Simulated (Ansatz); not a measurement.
## Single-point calculation of C

C (10 atoms in the cell), computed with DFT LDA, scalar-relativistic, plane waves, PAW, no spin polarisation (Ansatz 0.2.0).

The structure derives from an entry of the Crystallography Open Database. It belongs to a series of runs on one base structure; here: mode 4 (336.6 1/cm) frozen in, largest displacement +0.175 A. Figures and captions count atoms from 1; the log counts them from 0 in places.

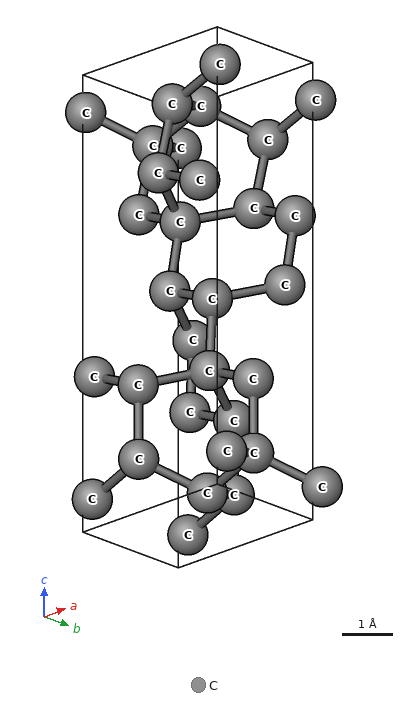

*The structure (ball-and-stick view of the cell 2 times as large as that of the calculation, set on its symmetry axes, seen at an oblique angle). An atom can appear more than once, as a periodic image.*

Input
```yaml
crystal:
  lattice:
    - [1.2456453758, 0.719173693, 10.2538776052]
    - [-1.2456453758, 0.719173693, 10.2538776052]
    - [0.0, -1.4383473861, 10.2538776052]
  atoms:
    - { symbol: C, position: [-0.039721667, 0.089358772, 0.0248185525] }
    - { symbol: C, position: [0.910641228, 1.039721667, 0.9751814475] }
    - { symbol: C, position: [0.140528372, 0.0768629276, 0.1086956498] }
    - { symbol: C, position: [0.9231370724, 0.859471628, 0.8913043502] }
    - { symbol: C, position: [0.2286103747, 0.0881209517, 0.1583656632] }
    - { symbol: C, position: [0.9118790483, 0.7713896253, 0.8416343368] }
    - { symbol: C, position: [0.3183921217, 0.4313370321, 0.3748645769] }
    - { symbol: C, position: [0.5686629679, 0.6816078783, 0.6251354231] }
    - { symbol: C, position: [0.44425711, 0.4063866278, 0.4253218689] }
    - { symbol: C, position: [0.5936133722, 0.55574289, 0.5746781311] }
basis:
  ecutwfc: 420
kpoints:
  mp_grid: { grid: [12, 12, 12] }
hamiltonian:
  xc: lda
scf:
  occupations: { method: gaussian, width: 0.05 }
output:
  forces: true
  stress: true
  eigenvalues: true
  write_density: true
  write_potential: true
  elf: true
  volumetric_format: npy
```

Launched with:
```bash
ansatz run input.yaml --threads 2 --pin off --max-ram 5120MiB --backend cpu --events-out ev --progress --plain --runs-dir out
```

Log
```
basis.fft_grid_basis auto: the FFT boxes are laid along the combinations [[1, -1, 0], [0, 1, 0], [0, -1, 1]] of the cell's own vectors, 2.491, 10.354 and 2.491 Å long. The dense box has 18×72×18 points. Along the cell's own vectors, as sized, it would have 72×72×72, 16.00 times as many. Of the 2 symmetry operations that the crystal satisfies within crystal.symmetry.tolerance (time reversal apart; of a slab, those that keep its plane) the dense box along the cell's own vectors carries 2, and the one as laid loses 1 of those. basis.fft_grid_basis: typed keeps the cell's own vectors: state it where this run's energies or levels are differenced outside the engine with another run's, or held beside a run that keeps those vectors. Those combinations have planes normal to reciprocal vector 3, as the cell's own vectors have. Each planar average written beside output.write_density, output.write_potential has a row for each plane of the box: 18. The volumetric files lie along those combinations, not along the cell's own vectors: a cube or XSF file states them, and fields.json those of NumPy files.
Engine: ansatz 0.2.0, x86_64-unknown-linux-gnu
Pseudopotentials: kind: paw
Pseudopotential: C, paw, valence charge 4, recommended cutoff 420 eV (normal), C.paw.azcp
Functional definition: SPW92
  exchange = slater_x
  correlation = pw_c
Crystal: 10 atoms, lattice volume = 55.115 Å³
Basis set: ecut = 420 eV, 1031 PW (Γ), FFT grids on a1−a2, a2, −a2+a3
Bands: 30, of which v1, the nominal top of the filled ones, is band 20 counted from 1 (19 counted from 0)
Symmetry: 2 space group operations
Space group: C2 (ITA 5), of the structure as read, at distance tolerance 3.8e-5 Å
k-points: 476 of 1728 (time reversal used)
Non-local potential: C, projectors of the file, l = 0: 2, l = 1: 2, l = 2: 1
PAW form: soft (Blöchl's): semilocal exchange-correlation on the pseudo side does not see the compensation charge
PAW frozen core: C, regenerated for the run's functional, and the local potential with it (the file was generated under x = pbe(κ = 0.804, μ = 0.2195149727645171), c = pbe(β = 0.06672455060314922))
PAW one-centre angular grid: C, 110 points (default); XC on 64 Gauss nodes
Initial density: superposition of atomic densities (neutral atoms: chi_scale 0, normalization atom), corrected by the library's trained network
Initial wavefunctions: pseudopotential atomic-orbital guess
Functional: x = slater, c = lda
SCF iter   1: F=—  HF=-2429.436543 eV  |F-HF|=—  |Δ(HF+E_count)|=         —  Δρ=8.16e-3  dr2=1.94e-2  ethr=1.77e-3  ⟨swp⟩=6.1  Hψ=68156  notcnv=0  defer=231
preconditioner: auto → none  [insulator: Δε(μ)=4.464 eV  Ē_g=17.159 eV  σ=0.050 eV  W_gap=1.00  n_scr=8 (ndim 8)  ℏωp=31.6 eV  f_vac=0.000  D(μ)=0.00/eV (n_scr^D=0)  ε∞_Penn≈4.4]
SCF iter   2: F=—  HF=-2429.431057 eV  |F-HF|=—  |Δ(HF+E_count)|=   5.49e-3  Δρ=3.79e-3  dr2=3.23e-3  ethr=4.85e-5  ⟨swp⟩=1.8  Hψ=25352  notcnv=0  defer=749
SCF iter   3: F=—  HF=-2429.430133 eV  |F-HF|=—  |Δ(HF+E_count)|=   9.23e-4  Δρ=6.89e-4  dr2=3.03e-4  ethr=8.08e-6  ⟨swp⟩=2.1  Hψ=20341  notcnv=0  defer=749
SCF iter   4: F=—  HF=-2429.430042 eV  |F-HF|=—  |Δ(HF+E_count)|=   9.16e-5  Δρ=9.39e-5  dr2=1.59e-6  ethr=7.57e-7  ⟨swp⟩=2.0  Hψ=18489  notcnv=0  defer=749
SCF iter   5: F=—  HF=-2429.430042 eV  |F-HF|=—  |Δ(HF+E_count)|=   4.44e-7  Δρ=1.69e-5  dr2=4.53e-8  ethr=3.96e-9  ⟨swp⟩=2.1  Hψ=22107  notcnv=0  defer=749
SCF iter   6: F=-2429.430042 eV  HF=-2429.430042 eV  |F-HF|=4.21e-10  |Δ(HF+E_count)|=   1.53e-9  Δρ=2.76e-6  dr2=1.59e-9  ethr=1.13e-10  ⟨swp⟩=11.3  Hψ=88699  notcnv=0
SCF 1 converged in 6 iterations: F = -2429.430042 eV  dr2 = 1.59e-9
  greatest PAW one-centre occupation: 0.642 electrons in one spin orbital (limit 2), on the C atom at site 1 (counted from 0), in its partial waves of l = 0
```

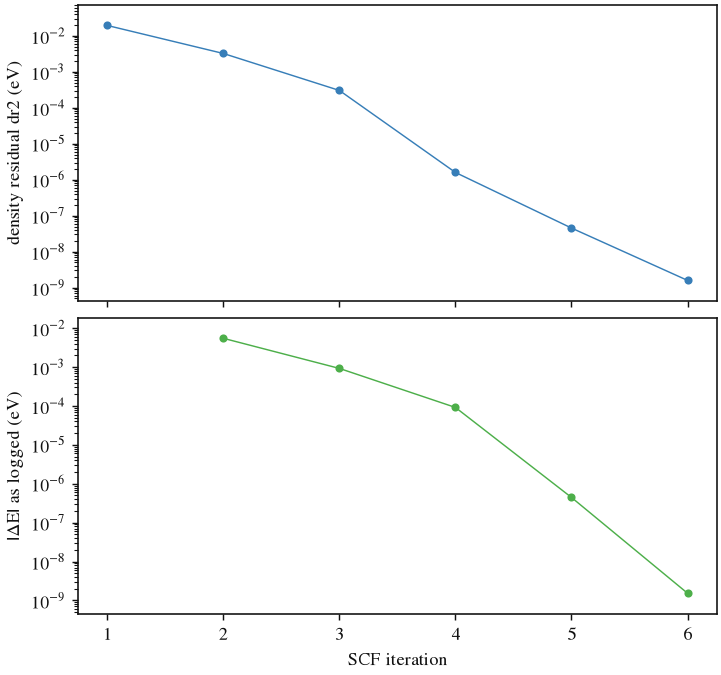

*Convergence of the self-consistent field: density residual dr2 and size of the energy change against the SCF iteration.*

The residual falls at every step.

```
SCF converged after 6 iterations
Free energy (F): -2429.430042 eV
Harris-Foulkes:  -2429.430042 eV  (|F-HF|=4.21e-10)
Internal energy: -2429.430042 eV  (E = F + TS)
E sigma→0 (E₀):  -2429.430042 eV
Fermi energy:    15.931935 eV
--- Per-component energies (eV) ---
  E_band       = 180.390392
  E_kinetic    = 931.839197
  E_local      = -611.408275  (includes V_loc(G=0)·N_el)
  E_nonlocal   = 278.928494
  E_hartree    = 131.137712
  E_xc         = -485.934517
  E_vxc        = -605.001465  (∫ρ·V_xc dr)
  E_paw        = -918.403072  (= ΣΔE_a)
  E_vpaw       = -76.243158  (= ΣTr[D̂ρ^β])
  E_aug_tail   = 0.000097  (compensation charges beyond the density's cutoff)
  E_ewald      = -1756.218004
  E_core_change = 0.628325  (= ΣΔE_core)
  E_smearing   = -0.000000  (= −TS)
  E_closure    = 0.000000  (closes the sum)
  Σ components = -2429.430042   (vs F -2429.430042, Δ=0.00e0)
--- Forces (eV/Å), atoms counted from 1 ---
  atom   1  C      0.80715003     0.03933454     0.00719464
  atom   2  C      0.80715003    -0.03933454    -0.00719464
  atom   3  C     -0.39896045     0.07356562     0.05940494
  atom   4  C     -0.39896045    -0.07356562    -0.05940494
  atom   5  C     -0.87137905     0.01138877     0.02030398
  atom   6  C     -0.87137905    -0.01138877    -0.02030398
  atom   7  C      0.70316137    -0.06810126     0.01633880
  atom   8  C      0.70316137     0.06810126    -0.01633880
  atom   9  C     -0.23997082    -0.09282500    -0.08560813
  atom  10  C     -0.23997082     0.09282500     0.08560813
  max |Σ_I F_I| component: 2.18e-6 eV/Å
--- Stress (GPa, compression-positive) ---
       -1.122797      -0.000000      -0.000000
       -0.000000       0.765026       0.575756
       -0.000000       0.575756       1.004920
  P = ⅓ Tr σ = 0.2157 GPa (2.157 kbar)
--- Band table (eV; the first three rows and the last of 476) ---
  k-point 0: bands = ["-8.1402", "-7.0668", "-6.9887", "-3.8277", "-3.8048", "1.9424", "1.9737", "8.5592", "8.6422", "10.7945", "10.7975", "11.0064", "11.0088", "12.1507", "12.2016", "12.4350", "12.5216", "13.6058", "13.6624", "13.6951", "19.0430", "19.0559", "19.1689", "20.4168", "20.4295", "20.9783", "21.0458", "21.4343", "21.5026", "22.3197"]
  k-point 1: bands = ["-7.9646", "-6.9264", "-6.7814", "-3.7630", "-3.5399", "1.9456", "2.2684", "8.4568", "8.8359", "9.9368", "10.1316", "10.5436", "10.5620", "11.2789", "11.8121", "11.9793", "12.0833", "12.9621", "13.1893", "13.5265", "19.2156", "19.4306", "19.5101", "20.3556", "20.6508", "21.1767", "21.3298", "21.7993", "21.9800", "22.2830"]
  k-point 2: bands = ["-7.4394", "-6.4617", "-6.2069", "-3.3787", "-2.9410", "2.2298", "2.8501", "7.8534", "8.1992", "8.3805", "9.0467", "9.3714", "9.6605", "9.7349", "10.2905", "11.1025", "11.2121", "11.4896", "12.4011", "12.9354", "19.1638", "19.6021", "20.1571", "20.3275", "20.9099", "21.5859", "22.0313", "22.2825", "22.7132", "23.0970"]
  k-point 475: bands = ["-7.8784", "-7.8438", "-5.6958", "-5.6205", "-2.2294", "-0.0916", "5.0943", "5.2013", "10.6867", "10.7173", "11.2385", "11.2793", "11.6717", "11.6808", "11.8775", "11.8836", "13.1719", "13.1723", "13.2913", "13.3120", "19.4408", "19.4548", "19.7131", "19.7183", "20.1500", "20.1749", "21.5073", "21.5621", "21.9398", "22.0970"]
```

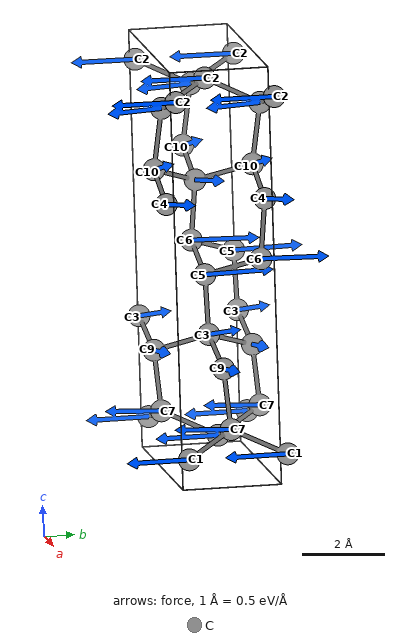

*Forces on the atoms as blue arrows (ball-and-stick view of the cell 2 times as large as that of the calculation, set on its symmetry axes, seen slightly off an axis; atoms are numbered from 1 in the order of the input).*

The largest act on C5, C6 (0.87 eV/Å); C1, C2 (0.81 eV/Å); C7, C8 (0.71 eV/Å); C3, C4 (0.41 eV/Å), among others. The geometry is not a stationary point of this energy.

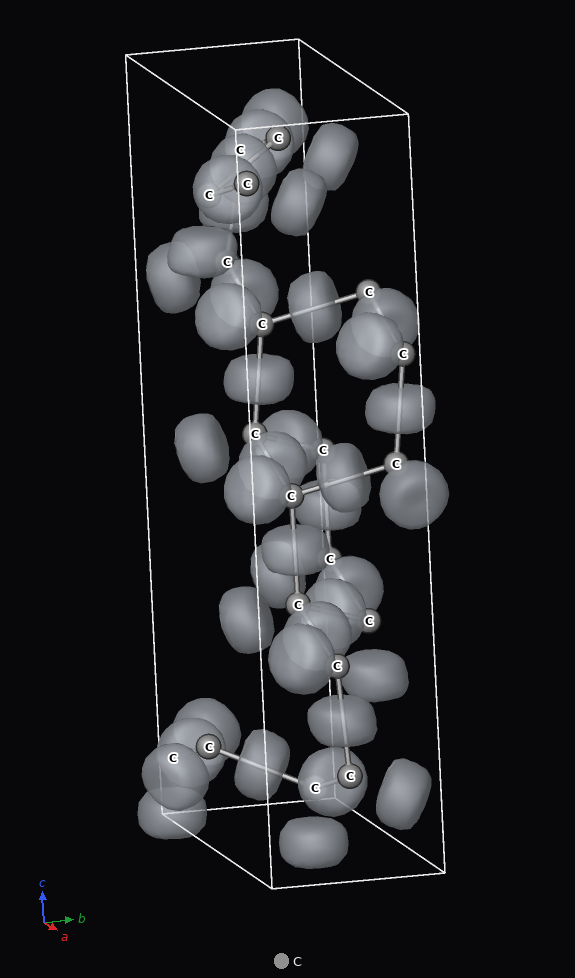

*Isosurface of the electron localisation function at 0.75 (grey), seen slightly off an axis. Only the valence region is drawn (cores and ρ < 0.01 e/Å³ removed). Sticks mark near contacts. The outline is the cell set on symmetry axes.*

Along the contacts the grid gives the following. C–C (1.50 Å): the ELF peaks at about 0.95 between the atoms (localised, shared-pair bonding). C–C (1.54 Å): the ELF peaks at about 0.95 between the atoms (localised, shared-pair bonding). The fields are those of the smooth PAW valence density.

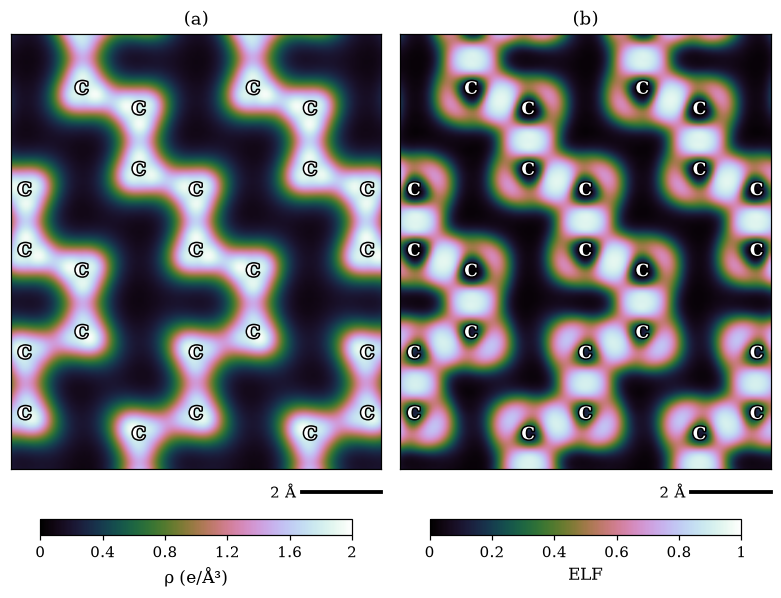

*(a) valence charge density (pseudo); (b) ELF on the (010) plane of the conventional cell.*

C–C (1.53 Å): the density is about 1.7 e/Å³ at the midpoint; the ELF peaks at about 0.95 between the atoms, which marks a shared electron pair. C–C (1.53 Å): ρ at the midpoint is about 1.7 e/Å³; the ELF peaks at about 0.95 between the atoms (a shared electron pair). Away from the nuclei the density in this plane falls to 0.08 e/Å³ at its lowest.

Results in brief

| quantity | value |
| --- | --- |
| outcome | converged |
| space group (tolerance 0.01 Å) | C2 (5) |
| electrons treated | 40 |
| free energy | −2429.4300 eV |
| Fermi energy | 15.932 eV |
| gap on the k-point mesh | 4.47 eV |
| pressure | 0.22 GPa |
| largest force (length of the vector) | 0.872 eV/Å |
| hardware | 2 threads of Intel Xeon @ 2.50GHz (Skylake/Cascade Lake), 189 GiB of memory available, shared host |
| wall time | 81 s (CPU time 2.7 min) |
| peak memory | 0.83 GiB |
